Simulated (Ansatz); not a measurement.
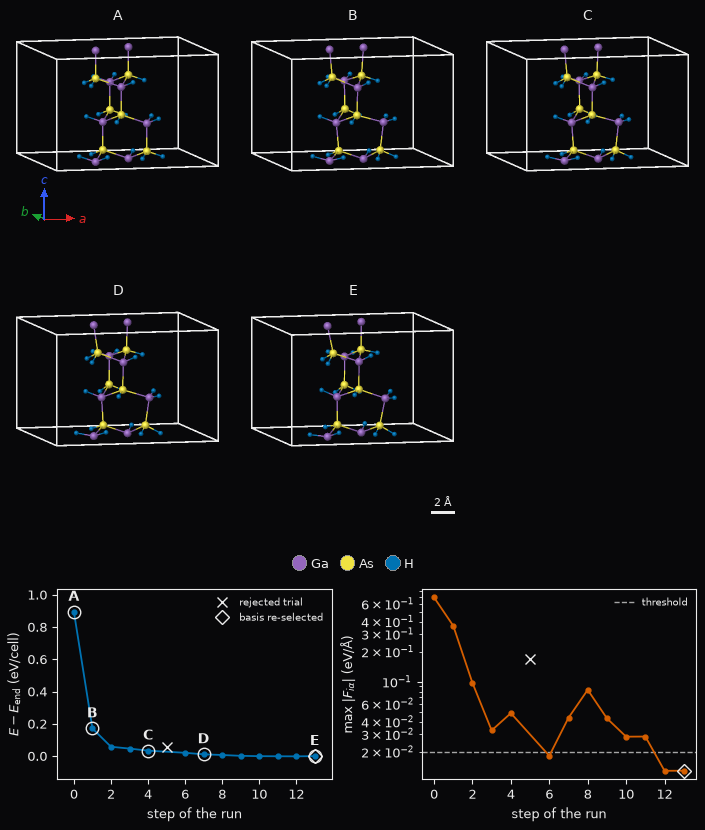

Frames of a relaxation of a wire of composition GaAsH$_{3}$, marked on the history of the run. A ball-and-stick model of the cell of the calculation, with the vacuum cut short, seen slightly off an axis.

Case: wire along [1 1 1], 12 atoms a period, capped with H.

All numbers below come from DFT PBEsol, scalar-relativistic, plane waves, PAW (Ansatz).

The input:
```yaml
crystal:
  lattice:
    - [16.5, 0.0, 0.0]
    - [0.0, 15.9, 0.0]
    - [0.0, 0.0, 9.8004198475]
  atoms:
    - { symbol: Ga, position: [0.5714279262, 0.5, 0.0] }
    - { symbol: As, position: [0.5014284985, 0.3741822438, 0.4166666667] }
    - { symbol: Ga, position: [0.4314290709, 0.5, 0.3333333333] }
    - { symbol: As, position: [0.6414273538, 0.3741822438, 0.0833333333] }
    - { symbol: As, position: [0.5014284985, 0.6258177562, 0.4166666667] }
    - { symbol: As, position: [0.3614296433, 0.3741822438, 0.75] }
    - { symbol: Ga, position: [0.3614296433, 0.3741822438, 0.0] }
    - { symbol: Ga, position: [0.6414273538, 0.3741822438, 0.3333333333] }
    - { symbol: Ga, position: [0.5014284985, 0.6258177562, 0.6666666667] }
    - { symbol: As, position: [0.4314290709, 0.5, 0.0833333333] }
    - { symbol: Ga, position: [0.5014284985, 0.3741822438, 0.6666666667] }
    - { symbol: As, position: [0.5714279262, 0.5, 0.75] }
    - { symbol: H, position: [0.6162827806, 0.5806226184, 0.0533990728] }
    - { symbol: H, position: [0.4580021427, 0.2961272247, 0.3649682012] }
    - { symbol: H, position: [0.3417193621, 0.5, 0.3867324062] }
    - { symbol: H, position: [0.5980009979, 0.2961272247, 0.0316348679] }
    - { symbol: H, position: [0.7282800655, 0.3741822438, 0.0316348679] }
    - { symbol: H, position: [0.4580021427, 0.7038727753, 0.3649682012] }
    - { symbol: H, position: [0.5882812103, 0.6258177562, 0.3649682012] }
    - { symbol: H, position: [0.3180032875, 0.4522372628, 0.6983015346] }
    - { symbol: H, position: [0.3180032875, 0.2961272247, 0.6983015346] }
    - { symbol: H, position: [0.2717199345, 0.3741822438, 0.0533990728] }
    - { symbol: H, position: [0.4062844977, 0.2935596254, 0.0533990728] }
    - { symbol: H, position: [0.6862822082, 0.4548048621, 0.3867324062] }
    - { symbol: H, position: [0.6862822082, 0.2935596254, 0.3867324062] }
    - { symbol: H, position: [0.4117187897, 0.6258177562, 0.7200657395] }
    - { symbol: H, position: [0.546283353, 0.7064403746, 0.7200657395] }
    - { symbol: H, position: [0.3880027151, 0.5780550191, 0.0316348679] }
    - { symbol: H, position: [0.546283353, 0.2935596254, 0.7200657395] }
    - { symbol: H, position: [0.6582806379, 0.5, 0.6983015346] }
basis:
  ecutwfc: 420
kpoints:
  mp_grid: { grid: [1, 1, 4] }
hamiltonian:
  xc: pbesol
scf:
  occupations: { method: gaussian, width: 0.05 }
output:
  forces: true
  stress: true
  eigenvalues: true
  populations: true
  write_density: true
  write_potential: true
  elf: true
  volumetric_format: npy
relax:
  adjacent_minimum: "off"
  f_tol: 0.02
  max_steps: 45
  cell: { fix: [a, b, alpha, beta, gamma], stress_tol: 0.03 }
```

Launched with:
```bash
ansatz run input.yaml --threads 4 --pin off --max-ram 11264MiB --backend cpu --events-out ev --progress --plain --runs-dir out
```

> Describe the path.

Over 11 accepted moves (13 points after the start) the energy falls by 0.894 eV per cell of the calculation. Largest force component: 0.7 eV/Å at the start, 0.013 eV/Å at the end. The line search rejected the trial step at point 5 of the run. At 1 point the geometry stayed and the basis and grid were re-selected for the new cell (energy shift of 1.5 meV per cell of the calculation at most each time). The largest moves relative to the centre of the atoms, 0.50 Å, are those of H22 and H25. By element the largest moves are H 0.50 Å, Ga 0.33 Å, As 0.26 Å. Along the periodic axis the drawn cell goes c 9.800 → 9.739 Å (−0.6 %). Some distances before and after: As4–Ga8 2.450 → 2.488 Å, As2–Ga8 2.450 → 2.470 Å, Ga7–H22 1.570 → 1.552 Å, As2–Ga11 2.450 → 2.438 Å. Bond angles that change, for instance: H24–Ga8–H25 109.5° → 125.9°, Ga9–As12–Ga11 109.5° → 122.8°, H16–As4–H17 109.5° → 96.7°. Cost: 8.2 min on 4 threads of Arm Neoverse V1, on a shared host, peak memory 3.7 GiB. From step 0 to 1: As atoms move most (0.19 Å), energy −0.723 eV per cell of the calculation. From step 1 to 4: H atoms move most (0.14 Å), energy −0.138 eV per cell of the calculation. From step 4 to 7: H atoms move most (0.17 Å), energy −22.8 meV per cell of the calculation. From step 7 to 13: H atoms move most (0.20 Å), energy −11.1 meV per cell of the calculation.
